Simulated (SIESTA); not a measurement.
System: SiO₂ (space group P4_2/mnm).

How it was computed, with SIESTA 5.4.2: DFT in numerical atomic orbitals with pseudopotentials, no spin polarisation; energies at scaled volumes of the given cell, shape and fractions fixed, counted from the fit's minimum, third-order Birch-Murnaghan fit. All runs: no spin polarisation.

- k mesh: 4×4×8
- occupations: Fermi–Dirac
- smearing width: 0.05 eV
- potentials: PseudoDojo 0.4 standard, converted to PSML, two zetas on semicore shells

Predict the energy against volume, with one curve for each functional. The cases: PBEsol; LDA.

The fitted equilibrium volumes, smallest first, are LDA 7.714, PBEsol 7.928 Å³/atom. The fitted bulk moduli, smallest first, are PBEsol 306.7, LDA 324.7 GPa.

PBEsol:
```csv
volume (Å³/atom),energy (meV/atom)
7.5618,17.48
7.7227,5.29
7.8836,0.25
8.0444,1.61
8.2053,8.77
8.3662,21.24
8.5271,38.39
```

LDA:
```csv
volume (Å³/atom),energy (meV/atom)
7.5618,3.15
7.7227,0.01
7.8836,3.64
8.0444,13.32
8.2053,28.47
8.3662,48.52
8.5271,72.94
```

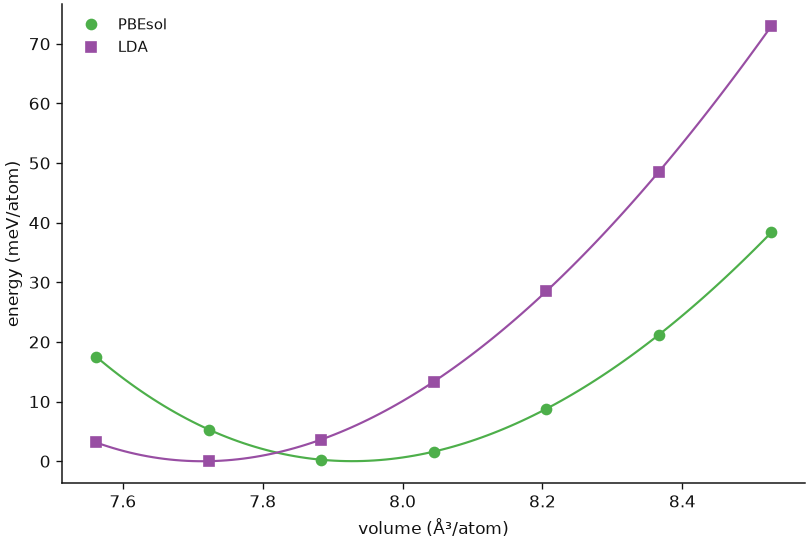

Note: mulliken charges of long orbitals; shape and atomic fractions are frozen while scaling, which makes layered, chain and framework solids too stiff.
